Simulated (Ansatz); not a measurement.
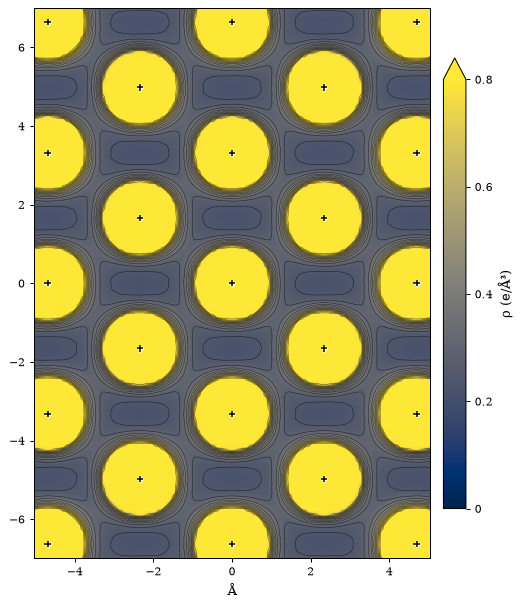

The valence charge density (pseudo) on a plane through atoms (crosses mark nuclei in the plane).

Method: Ansatz, DFT PBE, scalar-relativistic, plane waves, PAW.

Candidates:
A. Mg3Sb2, a = 4.59 Å, b = 4.59 Å, c = 7.27 Å, α = 90.00°, β = 90.00°, γ = 120.00°. Space group P-3m1.
B. Ta, a = 9.39 Å, b = 9.39 Å, c = 9.39 Å, α = 60.00°, β = 60.00°, γ = 60.00°. Space group Im-3m; a structure from a database of computed crystals, not necessarily the ambient phase.

### Which system is this?

Candidate B: Ta on the (011̄) plane of the calculation cell, which holds Ta. Ta–Ta (2.87 Å): ρ is about 0.3 e/Å³ halfway.
